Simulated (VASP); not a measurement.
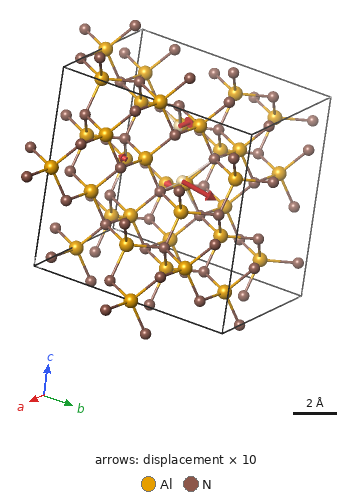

This is a relaxation of a defect cell of composition Al₃₂N₃₁. The starting structure is drawn faded, the final one solid; red arrows show the displacements, magnified 10 times.

A ball-and-stick model of the cell of the calculation (origin shifted), seen slightly off an axis.

The run lets the atoms move in a fixed cell.

Method: Kohn-Sham DFT of a periodic cell, PBE, VASP PAW PBE potentials, recommended (VASP 6.6.1).

Input
```
  ALGO = Normal
  EDIFF = 1E-6
  EDIFFG = -0.025
  ENCUT = 450
  GGA = PE
  IBRION = 2
  ICORELEVEL = 1
  ISIF = 2
  ISMEAR = 0
  ISYM = 0
  LASPH = True
  LCHARG = False
  LREAL = Auto
  LUSENCCL = False
  LWAVE = False
  NELECT = 250.0
  NELM = 80
  NSW = 70
  PREC = Normal
  SIGMA = 0.01
```

Launched with:
```bash
cat potpaw_PBE.64/Al/POTCAR potpaw_PBE.64/N/POTCAR > POTCAR
mpirun -np 1 vasp_std > vasp.out
```

Q: Which element moves most?

A: Aluminium: up to 0.19 Å, against 0.02 Å for nitrogen.

Q: What did the optimiser do to the structure, and how much energy did it gain?

A: The atom that moves furthest is an Al atom (0.19 Å roughly along [−1 3 −1]). Largest moves by element: Al 0.19 Å, N 0.02 Å. The cell doesn't change. Near-neighbour distances that change, for instance: Al–N 2.037 → 1.874 Å, Al–N 1.758 → 1.873 Å, Al–N 1.979 → 1.880 Å, Al–N 1.939 → 1.873 Å. Among the angles between lasting bonds that change: N–Al–N 103.7° → 113.1°, Al–N–Al 106.1° → 112.1°, N–Al–N 104.5° → 109.7°. Over 13 geometry steps the energy falls by 0.570 eV per cell of the calculation. Largest force component: 2.8 eV/Å at the start, 0.016 eV/Å at the end. It ran on 1 × NVIDIA H100 80GB with 1 thread of AMD EPYC 7R13 Processor (Zen 3), on a shared host.
